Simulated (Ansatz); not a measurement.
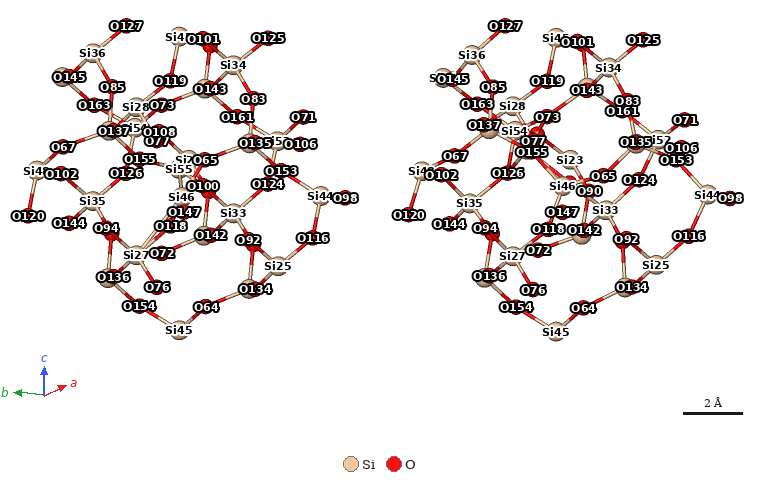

Two geometries of a defect cell of composition Si₅₅O₁₀₈ (cell charge +2), drawn at one scale. One is the start of a relaxation, the other its converged end. The picture is a ball-and-stick view of the atoms within 5.8 Å of the atom that moves most (axes of the cell of the calculation (origin shifted)), seen from a free direction.

These are results of DFT, PBEsol, PAW, plane waves in Ansatz 0.2.0, not measurements. Set-up: plane-wave cutoff 420 eV; k-point mesh 1 × 1 × 1; mesh shifted by (0.25, 0.25, 0.25); no spin polarisation; atoms relaxed in a fixed cell; force threshold 0.03 eV/Å; at most 80 steps.

> Which of the two is the end point?

The right one is the relaxed one. After 26 accepted moves (28 points after the start) the energy has fallen by 36.736 eV per cell of the calculation. The largest force component goes from 76 to 0.023 eV/Å. The line search rejected the trial steps at points 10, 23 of the run. The largest move is that of a Si atom, 1.52 Å roughly along [1 2 0]. Largest moves by element: Si 1.52 Å, O 0.92 Å. The cell stays as it was. Near-neighbour distances that change, for instance: O–Si 2.385 → 4.013 Å, O–Si 3.118 → 1.894 Å, O–Si 3.230 → 2.038 Å, Si–Si 3.819 → 2.707 Å. New bonds form, among them: O–Si (2.36 → 1.61 Å), O–Si (2.66 → 1.76 Å), O–Si (3.12 → 1.89 Å), O–Si (3.23 → 2.04 Å). Bonds break, among them: O–Si (1.65 → 2.51 Å). Bond angles that change, for instance: O–Si–O 150.1° → 114.3°, Si–O–Si 165.3° → 136.9°, O–Si–O 109.6° → 88.7°. The run took 37 s on 1 × NVIDIA GB200 with 8 threads of Arm Neoverse-V2, peak memory 2.2 GiB.

Limits of the set-up: the cell is charged, on a uniform background, and energies carry no finite-size correction.
